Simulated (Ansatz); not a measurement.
# Single-point calculation of CoO (part 2 of 3)

The same run, continued: CoO (slab, 8 atoms in the cell); DFT, PBE, plane waves, PAW, spin-polarised (Ansatz 0.2.0); cutoff 420 eV, 9×9×1 k-mesh, Methfessel–Paxton smearing of 0.005 eV, collinear spins. The structure derives from a Materials Project entry.

Geometry of the input (Å; fractional positions):
```
3.2047  0.0000  0.0000
-1.6024  2.7754  0.0000
0.0000  0.0000  25.3056
Co 0.3333  0.6667  0.3359
O  0.6667  0.3333  0.3619
Co 0.6667  0.3333  0.4366
O  0.0000  0.0000  0.4626
Co 0.0000  0.0000  0.5375
O  0.3333  0.6667  0.5634
Co 0.3333  0.6667  0.6408
O  0.6667  0.3333  0.6579
```

**Log, continued**
```
SCF iter   1: F=—  HF=-22755.132996 eV  |F-HF|=—  |Δ(HF+E_count)|=         —  Δρ=3.08e-2 (↑2.96e-2 ↓3.08e-2)  dr2=4.94e0  dr2_m=7.32e-1  M=-0.542 μB ∫|m|=9.639 μB  β_m=0.30  ethr=3.10e-3  p=-0.000 e·Å  D=-1.09e-5 V/Å  ΔV_dip=0.00 eV  dr2_dipole=1.86e-1  V_vac-E_F(+/−)=5.39/5.39 eV  ⟨swp⟩=6.8  Hψ=6088  notcnv=0  defer=20
Mixer restart at iter 1: flushing history
efield: sawtooth ramp at fractional position 0.9769 (placed from the atoms, in the widest stretch of the axis that holds none; the zero of the levels goes with the place), width 0.0400; the density the first Hamiltonian is built on has a dipole p = -0.000 e·Å; the dipole correction subtracts the counter field D = -1.09e-5 V/Å, which shifts the + side's vacuum level by +0.00 eV against the − side's; the planar-averaged density in the ramp window peaks in size at 9.5e-6 e/Å³
preconditioner: auto → Resta (q_TF=auto, 2.350 Å⁻¹)  ε∞=4.9  [insulator: Δε(μ)=0.015 eV  Ē_g=9.749 eV  σ=0.005 eV  W_gap=0.97  n_scr=48 (ndim 8)  ℏωp=19.2 eV  f_vac=0.557  D(μ)=2.34/eV (n_scr^D=10)  ε∞_Penn≈4.9  vacuum switching on, ρ_ref=6.9e-3 e/Å³]
spin=Collinear: Resta preconditioning applied to the charge; magnetization (m = ρ↑ − ρ↓) channel mixes plain (no charge-response kernel on spin).
SCF iter   2: F=—  HF=-22761.849518 eV  |F-HF|=—  |Δ(HF+E_count)|=    6.72e0  Δρ=2.04e-2 (↑2.02e-2 ↓2.04e-2)  dr2=2.80e0  dr2_m=2.97e-1  M=-0.479 μB ∫|m|=9.459 μB  β_m=0.30  ethr=3.10e-3  p=-0.043 e·Å  D=-3.47e-2 V/Å  ΔV_dip=0.88 eV  dr2_dipole=1.54e-1  V_vac-E_F(+/−)=5.99/5.12 eV  ⟨swp⟩=2.0  Hψ=2356  notcnv=0  defer=204  κ⁻¹=1.0e0(r=1)
SCF iter   3: F=—  HF=-22765.048437 eV  |F-HF|=—  |Δ(HF+E_count)|=    3.20e0  Δρ=2.08e-2 (↑1.74e-2 ↓2.08e-2)  dr2=5.68e0  dr2_m=3.29e-1  M=-0.226 μB ∫|m|=9.850 μB  β_m=0.81  ethr=3.04e-3  p=-0.004 e·Å  D=-3.36e-3 V/Å  ΔV_dip=0.08 eV  dr2_dipole=2.22e0  V_vac-E_F(+/−)=5.58/5.50 eV  ⟨swp⟩=2.0  Hψ=1849  notcnv=0  defer=220  κ⁻¹=7.4e-2(r=2)
SCF iter   4: F=—  HF=-22768.186956 eV  |F-HF|=—  |Δ(HF+E_count)|=    3.14e0  Δρ=1.02e-2 (↑9.78e-3 ↓1.02e-2)  dr2=5.06e-1  dr2_m=4.75e-2  M=-0.370 μB ∫|m|=9.625 μB  β_m=1.00  ethr=3.04e-3  p=-0.062 e·Å  D=-4.97e-2 V/Å  ΔV_dip=1.26 eV  dr2_dipole=7.77e-6  V_vac-E_F(+/−)=6.20/4.94 eV  ⟨swp⟩=2.2  Hψ=2227  notcnv=0  defer=219  κ⁻¹=1.9e-2(r=3)
SCF iter   5: F=—  HF=-22768.554605 eV  |F-HF|=—  |Δ(HF+E_count)|=   3.68e-1  Δρ=7.42e-3 (↑7.04e-3 ↓7.42e-3)  dr2=2.90e-1  dr2_m=1.42e-2  M=-0.463 μB ∫|m|=9.715 μB  β_m=0.33  ethr=5.50e-4  p=-0.065 e·Å  D=-5.25e-2 V/Å  ΔV_dip=1.33 eV  dr2_dipole=2.83e-3  V_vac-E_F(+/−)=6.22/4.89 eV  ⟨swp⟩=2.3  Hψ=1937  notcnv=0  defer=206  κ⁻¹=3.0e-3(r=4)
SCF iter   6: F=—  HF=-22768.633651 eV  |F-HF|=—  |Δ(HF+E_count)|=   7.90e-2  Δρ=4.37e-3 (↑4.35e-3 ↓4.37e-3)  dr2=9.36e-2  dr2_m=1.68e-2  M=-0.562 μB ∫|m|=9.816 μB  β_m=1.00  ethr=3.15e-4  p=-0.071 e·Å  D=-5.72e-2 V/Å  ΔV_dip=1.45 eV  dr2_dipole=4.22e-3  V_vac-E_F(+/−)=6.08/4.63 eV  ⟨swp⟩=2.0  Hψ=1693  notcnv=0  defer=206  κ⁻¹=1.0e-3(r=5)
SCF iter   7: F=—  HF=-22768.624239 eV  |F-HF|=—  |Δ(HF+E_count)|=   9.41e-3  Δρ=3.48e-3 (↑3.48e-3 ↓3.30e-3)  dr2=1.90e-2  dr2_m=1.77e-2  M=-0.738 μB ∫|m|=9.909 μB  β_m=1.00  ethr=1.02e-4  p=-0.069 e·Å  D=-5.55e-2 V/Å  ΔV_dip=1.40 eV  dr2_dipole=3.42e-4  V_vac-E_F(+/−)=5.84/4.43 eV  ⟨swp⟩=2.2  Hψ=2010  notcnv=0  defer=206  κ⁻¹=6.5e-4(r=6)
SCF iter   8: F=—  HF=-22768.638135 eV  |F-HF|=—  |Δ(HF+E_count)|=   1.39e-2  Δρ=1.48e-3 (↑1.48e-3 ↓1.32e-3)  dr2=1.20e-2  dr2_m=9.12e-4  M=-0.765 μB ∫|m|=9.903 μB  β_m=1.00  ethr=2.07e-5  p=-0.069 e·Å  D=-5.52e-2 V/Å  ΔV_dip=1.40 eV  dr2_dipole=2.21e-3  V_vac-E_F(+/−)=5.75/4.36 eV  ⟨swp⟩=2.4  Hψ=2022  notcnv=0  defer=205  κ⁻¹=5.9e-4(r=7)
SCF iter   9: F=—  HF=-22768.656068 eV  |F-HF|=—  |Δ(HF+E_count)|=   1.79e-2  Δρ=1.34e-3 (↑1.34e-3 ↓1.07e-3)  dr2=4.32e-3  dr2_m=1.28e-3  M=-0.770 μB ∫|m|=9.872 μB  β_m=1.00  ethr=1.30e-5  p=-0.065 e·Å  D=-5.24e-2 V/Å  ΔV_dip=1.33 eV  dr2_dipole=4.36e-5  V_vac-E_F(+/−)=5.63/4.30 eV  ⟨swp⟩=2.1  Hψ=2029  notcnv=0  defer=205  κ⁻¹=1.1e-4(r=8)
SCF iter  10: F=—  HF=-22768.663820 eV  |F-HF|=—  |Δ(HF+E_count)|=         —  Δρ=1.11e-3 (↑1.11e-3 ↓9.29e-4)  dr2=3.00e-3  dr2_m=8.89e-4  M=-0.799 μB ∫|m|=9.845 μB  β_m=1.00  ethr=4.69e-6  p=-0.065 e·Å  D=-5.20e-2 V/Å  ΔV_dip=1.32 eV  dr2_dipole=8.44e-5  V_vac-E_F(+/−)=5.61/4.29 eV  ⟨swp⟩=2.0  Hψ=1711  notcnv=0  defer=205
Mixer restart at iter 10: flushing history
SCF iter  11: F=—  HF=-22768.666679 eV  |F-HF|=—  |Δ(HF+E_count)|=   2.86e-3  Δρ=1.20e-3 (↑1.20e-3 ↓1.02e-3)  dr2=2.63e-3  dr2_m=1.44e-3  M=-0.838 μB ∫|m|=9.806 μB  β_m=1.00  ethr=3.27e-6  p=-0.063 e·Å  D=-5.10e-2 V/Å  ΔV_dip=1.29 eV  dr2_dipole=6.83e-5  V_vac-E_F(+/−)=5.59/4.30 eV  ⟨swp⟩=2.0  Hψ=1637  notcnv=0  defer=205  κ⁻¹=1.0e0(r=1)
SCF iter  12: F=—  HF=-22768.667069 eV  |F-HF|=—  |Δ(HF+E_count)|=   3.90e-4  Δρ=1.28e-3 (↑1.28e-3 ↓1.11e-3)  dr2=2.83e-3  dr2_m=1.82e-3  M=-0.850 μB ∫|m|=9.796 μB  β_m=1.00  ethr=2.86e-6  p=-0.063 e·Å  D=-5.09e-2 V/Å  ΔV_dip=1.29 eV  dr2_dipole=1.27e-4  V_vac-E_F(+/−)=5.58/4.30 eV  ⟨swp⟩=1.1  Hψ=1466  notcnv=0  defer=205  κ⁻¹=1.8e-1(r=2)
SCF iter  13: F=—  HF=-22768.668698 eV  |F-HF|=—  |Δ(HF+E_count)|=   1.63e-3  Δρ=2.02e-3 (↑1.91e-3 ↓2.02e-3)  dr2=1.20e-2  dr2_m=6.59e-3  M=-0.892 μB ∫|m|=9.778 μB  β_m=1.00  ethr=2.86e-6  p=-0.064 e·Å  D=-5.17e-2 V/Å  ΔV_dip=1.31 eV  dr2_dipole=4.84e-3  V_vac-E_F(+/−)=5.59/4.28 eV  ⟨swp⟩=2.0  Hψ=1614  notcnv=0  defer=205  κ⁻¹=6.6e-4(r=3)
SCF iter  14: F=—  HF=-22768.669418 eV  |F-HF|=—  |Δ(HF+E_count)|=   7.20e-4  Δρ=2.31e-3 (↑2.16e-3 ↓2.31e-3)  dr2=1.01e-2  dr2_m=8.96e-3  M=-0.881 μB ∫|m|=9.781 μB  β_m=1.00  ethr=2.86e-6  p=-0.064 e·Å  D=-5.14e-2 V/Å  ΔV_dip=1.30 eV  dr2_dipole=2.97e-3  V_vac-E_F(+/−)=5.57/4.27 eV  ⟨swp⟩=2.0  Hψ=1636  notcnv=0  defer=205  κ⁻¹=8.3e-5(r=4)
SCF iter  15: F=—  HF=-22768.668325 eV  |F-HF|=—  |Δ(HF+E_count)|=   1.09e-3  Δρ=2.64e-3 (↑2.34e-3 ↓2.64e-3)  dr2=2.24e-2  dr2_m=1.12e-2  M=-0.786 μB ∫|m|=9.875 μB  β_m=1.00  ethr=2.86e-6  p=-0.066 e·Å  D=-5.32e-2 V/Å  ΔV_dip=1.35 eV  dr2_dipole=8.47e-3  V_vac-E_F(+/−)=5.57/4.22 eV  ⟨swp⟩=2.2  Hψ=2680  notcnv=0  defer=205  κ⁻¹=6.0e-5(r=5)
SCF iter  16: F=—  HF=-22768.668488 eV  |F-HF|=—  |Δ(HF+E_count)|=   1.62e-4  Δρ=3.34e-3 (↑2.98e-3 ↓3.34e-3)  dr2=2.15e-2  dr2_m=1.90e-2  M=-0.765 μB ∫|m|=9.895 μB  β_m=1.00  ethr=2.86e-6  p=-0.066 e·Å  D=-5.32e-2 V/Å  ΔV_dip=1.35 eV  dr2_dipole=7.29e-3  V_vac-E_F(+/−)=5.56/4.21 eV  ⟨swp⟩=2.0  Hψ=1775  notcnv=0  defer=205  κ⁻¹=5.7e-5(r=6)
SCF iter  17: F=—  HF=-22768.669478 eV  |F-HF|=—  |Δ(HF+E_count)|=   9.90e-4  Δρ=2.86e-3 (↑2.53e-3 ↓2.86e-3)  dr2=2.26e-2  dr2_m=1.34e-2  M=-0.829 μB ∫|m|=9.835 μB  β_m=1.00  ethr=2.86e-6  p=-0.065 e·Å  D=-5.24e-2 V/Å  ΔV_dip=1.33 eV  dr2_dipole=8.57e-3  V_vac-E_F(+/−)=5.56/4.23 eV  ⟨swp⟩=2.0  Hψ=2417  notcnv=0  defer=205  κ⁻¹=5.4e-5(r=7)
SCF iter  18: F=—  HF=-22768.671078 eV  |F-HF|=—  |Δ(HF+E_count)|=   1.60e-3  Δρ=3.47e-3 (↑2.90e-3 ↓3.47e-3)  dr2=2.02e-2  dr2_m=1.92e-2  M=-0.914 μB ∫|m|=9.762 μB  β_m=1.00  ethr=2.86e-6  p=-0.064 e·Å  D=-5.14e-2 V/Å  ΔV_dip=1.30 eV  dr2_dipole=6.60e-3  V_vac-E_F(+/−)=5.56/4.26 eV  ⟨swp⟩=2.0  Hψ=2024  notcnv=0  defer=205  κ⁻¹=4.7e-5(r=8)
SCF iter  19: F=—  HF=-22768.671485 eV  |F-HF|=—  |Δ(HF+E_count)|=   4.07e-4  Δρ=6.93e-4 (↑6.87e-4 ↓6.93e-4)  dr2=2.35e-3  dr2_m=6.14e-4  M=-0.914 μB ∫|m|=9.748 μB  β_m=1.00  ethr=2.86e-6  p=-0.062 e·Å  D=-4.95e-2 V/Å  ΔV_dip=1.25 eV  dr2_dipole=9.72e-4  V_vac-E_F(+/−)=5.56/4.31 eV  ⟨swp⟩=2.8  Hψ=2718  notcnv=0  defer=205  κ⁻¹=1.9e-5(r=8)
SCF iter  20: F=—  HF=-22768.672270 eV  |F-HF|=—  |Δ(HF+E_count)|=   7.85e-4  Δρ=3.52e-4 (↑2.58e-4 ↓3.52e-4)  dr2=3.26e-4  dr2_m=4.57e-5  M=-0.914 μB ∫|m|=9.733 μB  β_m=1.00  ethr=2.55e-6  p=-0.060 e·Å  D=-4.82e-2 V/Å  ΔV_dip=1.22 eV  dr2_dipole=3.49e-5  V_vac-E_F(+/−)=5.53/4.31 eV  ⟨swp⟩=2.0  Hψ=2746  notcnv=0  defer=205  κ⁻¹=1.0e-4(r=8)
SCF iter  21: F=—  HF=-22768.672396 eV  |F-HF|=—  |Δ(HF+E_count)|=   1.26e-4  Δρ=1.27e-3 (↑1.16e-3 ↓1.27e-3)  dr2=9.19e-4  dr2_m=2.88e-3  M=-0.914 μB ∫|m|=9.738 μB  β_m=1.00  ethr=3.54e-7  p=-0.060 e·Å  D=-4.86e-2 V/Å  ΔV_dip=1.23 eV  dr2_dipole=7.31e-5  V_vac-E_F(+/−)=5.52/4.29 eV  ⟨swp⟩=2.0  Hψ=2675  notcnv=0  defer=205  κ⁻¹=4.5e-4(r=8)
SCF iter  22: F=—  HF=-22768.672543 eV  |F-HF|=—  |Δ(HF+E_count)|=   1.47e-4  Δρ=1.72e-4 (↑1.49e-4 ↓1.72e-4)  dr2=6.49e-5  dr2_m=3.13e-5  M=-0.914 μB ∫|m|=9.734 μB  β_m=1.00  ethr=3.54e-7  p=-0.060 e·Å  D=-4.80e-2 V/Å  ΔV_dip=1.21 eV  dr2_dipole=1.51e-5  V_vac-E_F(+/−)=5.51/4.30 eV  ⟨swp⟩=2.1  Hψ=2697  notcnv=0  defer=206  κ⁻¹=2.8e-4(r=8)
SCF iter  23: F=—  HF=-22768.672505 eV  |F-HF|=—  |Δ(HF+E_count)|=         —  Δρ=1.15e-4 (↑1.03e-4 ↓1.15e-4)  dr2=8.72e-5  dr2_m=4.37e-6  M=-0.914 μB ∫|m|=9.732 μB  β_m=1.20  ethr=7.05e-8  p=-0.060 e·Å  D=-4.80e-2 V/Å  ΔV_dip=1.21 eV  dr2_dipole=2.95e-5  V_vac-E_F(+/−)=5.52/4.30 eV  ⟨swp⟩=1.5  Hψ=1552  notcnv=0  defer=206
Mixer restart at iter 23: flushing history
iteration 23: the input's own smearing fills from here on; a Gaussian of 0.005 eV has filled iterations ahead of it
SCF iter  24: F=—  HF=-22768.672509 eV  |F-HF|=—  |Δ(HF+E_count)|=   4.47e-6  S|Δr|=    0.00e0  Δρ=1.56e-4 (↑1.56e-4 ↓8.58e-5)  dr2=2.40e-4  dr2_m=6.63e-6  M=-0.914 μB ∫|m|=9.731 μB  β_m=1.20  ethr=7.05e-8  p=-0.060 e·Å  D=-4.84e-2 V/Å  ΔV_dip=1.23 eV  dr2_dipole=6.08e-5  V_vac-E_F(+/−)=5.52/4.29 eV  ⟨swp⟩=1.9  Hψ=1448  notcnv=0  defer=206  κ⁻¹=1.0e0(r=1)
SCF iter  25: F=—  HF=-22768.672512 eV  |F-HF|=—  |Δ(HF+E_count)|=   2.83e-6  S|Δr|=    0.00e0  Δρ=9.09e-5 (↑7.81e-5 ↓9.09e-5)  dr2=1.34e-4  dr2_m=2.00e-6  M=-0.914 μB ∫|m|=9.731 μB  β_m=1.20  ethr=7.05e-8  p=-0.060 e·Å  D=-4.82e-2 V/Å  ΔV_dip=1.22 eV  dr2_dipole=4.92e-5  V_vac-E_F(+/−)=5.52/4.30 eV  ⟨swp⟩=1.2  Hψ=1286  notcnv=0  defer=206  κ⁻¹=2.2e-2(r=2)
SCF iter  26: F=—  HF=-22768.672512 eV  |F-HF|=—  |Δ(HF+E_count)|=   2.58e-7  S|Δr|=    0.00e0  Δρ=8.34e-5 (↑8.34e-5 ↓5.34e-5)  dr2=4.70e-5  dr2_m=2.58e-6  M=-0.914 μB ∫|m|=9.730 μB  β_m=1.20  ethr=7.05e-8  p=-0.060 e·Å  D=-4.83e-2 V/Å  ΔV_dip=1.22 eV  dr2_dipole=8.16e-6  V_vac-E_F(+/−)=5.52/4.29 eV  ⟨swp⟩=1.1  Hψ=1260  notcnv=0  defer=206  κ⁻¹=4.8e-3(r=3)
SCF iter  27: F=—  HF=-22768.672514 eV  |F-HF|=—  |Δ(HF+E_count)|=   1.22e-6  S|Δr|=    0.00e0  Δρ=4.01e-5 (↑4.01e-5 ↓2.96e-5)  dr2=1.10e-5  dr2_m=5.54e-7  M=-0.914 μB ∫|m|=9.731 μB  β_m=1.20  ethr=5.11e-8  p=-0.060 e·Å  D=-4.85e-2 V/Å  ΔV_dip=1.23 eV  dr2_dipole=2.94e-6  V_vac-E_F(+/−)=5.52/4.29 eV  ⟨swp⟩=1.5  Hψ=1334  notcnv=0  defer=206  κ⁻¹=3.0e-3(r=4)
SCF iter  28: F=—  HF=-22768.672515 eV  |F-HF|=—  |Δ(HF+E_count)|=   1.58e-6  S|Δr|=    0.00e0  Δρ=2.40e-5 (↑2.40e-5 ↓2.07e-5)  dr2=3.62e-6  dr2_m=1.32e-7  M=-0.914 μB ∫|m|=9.730 μB  β_m=1.20  ethr=1.19e-8  p=-0.060 e·Å  D=-4.85e-2 V/Å  ΔV_dip=1.23 eV  dr2_dipole=4.31e-7  V_vac-E_F(+/−)=5.52/4.29 eV  ⟨swp⟩=1.7  Hψ=1396  notcnv=0  defer=206  κ⁻¹=1.0e-3(r=5)
SCF iter  29: F=—  HF=-22768.672517 eV  |F-HF|=—  |Δ(HF+E_count)|=   1.66e-6  S|Δr|=    0.00e0  Δρ=5.21e-5 (↑5.21e-5 ↓1.49e-5)  dr2=2.30e-5  dr2_m=1.21e-6  M=-0.914 μB ∫|m|=9.731 μB  β_m=1.20  ethr=3.93e-9  p=-0.060 e·Å  D=-4.85e-2 V/Å  ΔV_dip=1.23 eV  dr2_dipole=8.15e-6  V_vac-E_F(+/−)=5.51/4.29 eV  ⟨swp⟩=2.0  Hψ=1548  notcnv=0  defer=206  κ⁻¹=2.7e-4(r=6)
SCF iter  30: F=—  HF=-22768.672517 eV  |F-HF|=—  |Δ(HF+E_count)|=   3.59e-7  S|Δr|=    0.00e0  Δρ=1.06e-5 (↑7.94e-6 ↓1.06e-5)  dr2=7.21e-7  dr2_m=1.43e-8  M=-0.914 μB ∫|m|=9.730 μB  β_m=1.20  ethr=3.93e-9  p=-0.060 e·Å  D=-4.85e-2 V/Å  ΔV_dip=1.23 eV  dr2_dipole=3.46e-8  V_vac-E_F(+/−)=5.51/4.29 eV  ⟨swp⟩=1.4  Hψ=1278  notcnv=0  defer=206  κ⁻¹=7.6e-5(r=7)
SCF iter  31: F=—  HF=-22768.672518 eV  |F-HF|=—  |Δ(HF+E_count)|=   3.81e-7  S|Δr|=    0.00e0  Δρ=1.91e-5 (↑1.91e-5 ↓6.19e-6)  dr2=3.05e-6  dr2_m=1.94e-7  M=-0.914 μB ∫|m|=9.731 μB  β_m=1.20  ethr=7.84e-10  p=-0.060 e·Å  D=-4.85e-2 V/Å  ΔV_dip=1.23 eV  dr2_dipole=1.01e-6  V_vac-E_F(+/−)=5.51/4.29 eV  ⟨swp⟩=2.0  Hψ=1622  notcnv=0  defer=206  κ⁻¹=5.8e-5(r=8)
SCF iter  32: F=-22768.672518 eV  HF=-22768.672518 eV  |F-HF|=2.61e-8  |Δ(HF+E_count)|=   9.92e-8  S|Δr|=    0.00e0  Δρ=2.99e-6 (↑2.81e-6 ↓2.99e-6)  dr2=5.21e-8  dr2_m=8.33e-10  M=-0.914 μB ∫|m|=9.730 μB  ethr=1.09e-10  p=-0.060 e·Å  D=-4.85e-2 V/Å  ΔV_dip=1.23 eV  dr2_dipole=3.53e-9  V_vac-E_F(+/−)=5.51/4.29 eV  ⟨swp⟩=13.4  Hψ=7301  notcnv=0
SCF 1 converged in 32 iterations: F = -22768.672518 eV  dr2 = 5.21e-8
  greatest PAW one-centre occupation: 1.003 electrons in one spin orbital (limit 2), on the Co atom at site 0 (counted from 0), in its partial waves of l = 1
```

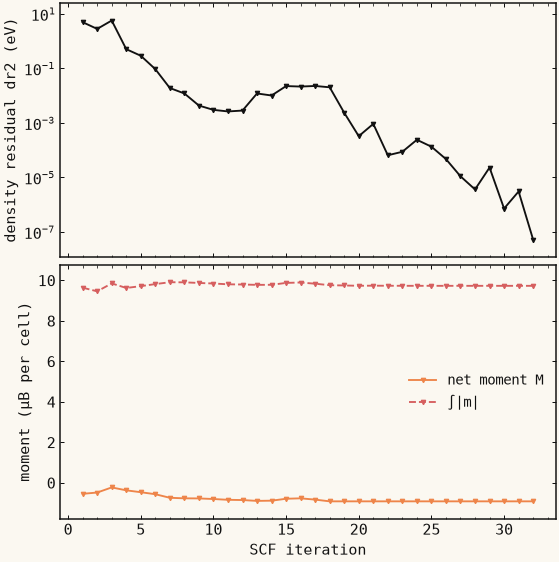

*Convergence of the self-consistent field: density residual dr2 and magnetic moment against the SCF iteration.*

The residual falls unevenly and jumps up by a factor of two or more 7 times on the way down. The net moment goes from −0.5 to −0.9 μB per cell.
